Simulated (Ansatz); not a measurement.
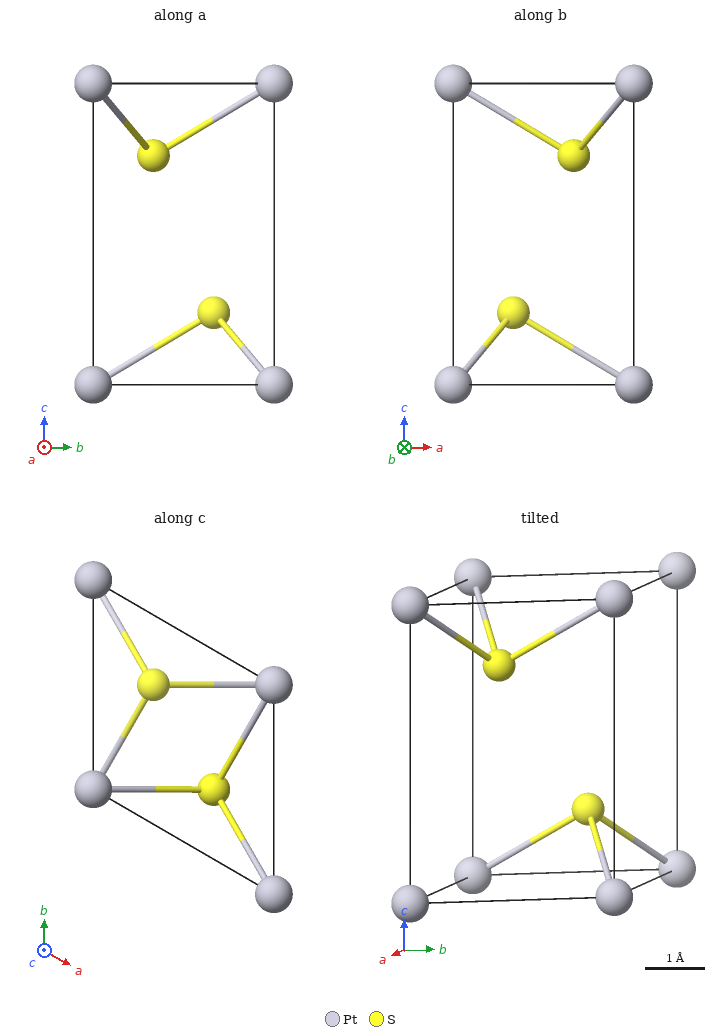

A ball-and-stick rendering, viewed along the a axis, along the b axis, along the c axis and slightly off an axis. The parallelepiped is the unit cell.

Lattice parameters: a = 3.553 Å, b = 3.558 Å, c = 5.123 Å, α = 90.00°, β = 90.00°, γ = 120.15°. Put a along x and b in the xy plane.

> Give the structure in the form of a POSCAR file, with free fractional coordinates to two decimals.

```
Pt S
1.0
     3.553    0.000    0.000
    -1.787    3.077    0.000
     0.000    0.000    5.123
Pt S
1 2
Direct
  0.00 0.00 0.00
  0.33 0.67 0.24
  0.67 0.33 0.76
```

The starting point was a structure type filled with these elements by a generator (whether the compound takes this form wasn't checked). The cell was then strained or its atoms displaced on purpose. It was run through Ansatz as a DFT input.
